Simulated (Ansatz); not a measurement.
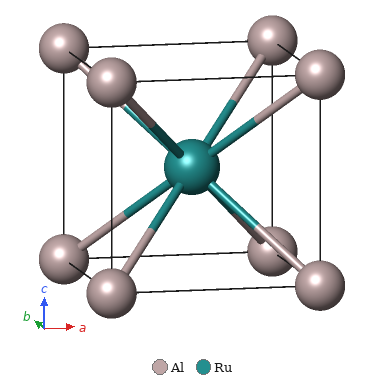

System: AlRu, space group Pm-3m (No. 221). The picture shows the cell.

Structure:
```
CELL_PARAMETERS angstrom
3.00418 0.00000 0.00000
0.00000 3.00418 0.00000
0.00000 0.00000 3.00418
ATOMIC_POSITIONS crystal
Al 0.00000 0.00000 0.00000
Ru 0.50000 0.50000 0.50000
```

Calculation (Ansatz 0.2.0): energy, stress and cell of a relaxed crystal along a series of strains, atoms and what the cell freedom names relaxed within the symmetry; plane waves with PAW datasets, Γ-centred k mesh; energies extrapolated to zero smearing. Level: PBE, no spin polarisation.

wave cutoff 420 eV; k mesh 14×14×14; occupations Gaussian; smearing width 0.1 eV; strain kind isotropic; cell freedom cell held, all vectors scaled.

Predict the energy change and volume change against strain. The strain takes the values −4.5, −3.0, −1.5, 0.0, 1.5, 3.0, 4.5 %.

The energy rises on both sides of the starting structure, which is therefore a minimum along this path. The energy change is 182 meV/atom at strain −4.5 % and 136 meV/atom at 4.5 %; the lowest computed point is at strain 0.0 % (0 meV/atom), in a single well. The volume change rises from −12.90 % at strain −4.5 % to 14.12 % at 4.5 %. The solid is metallic at every point.

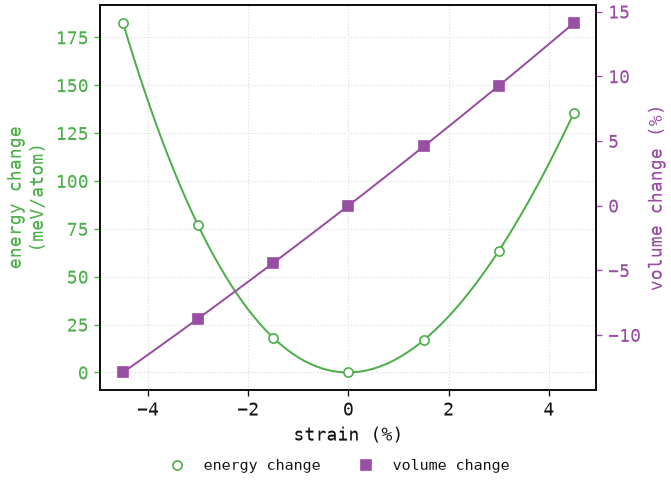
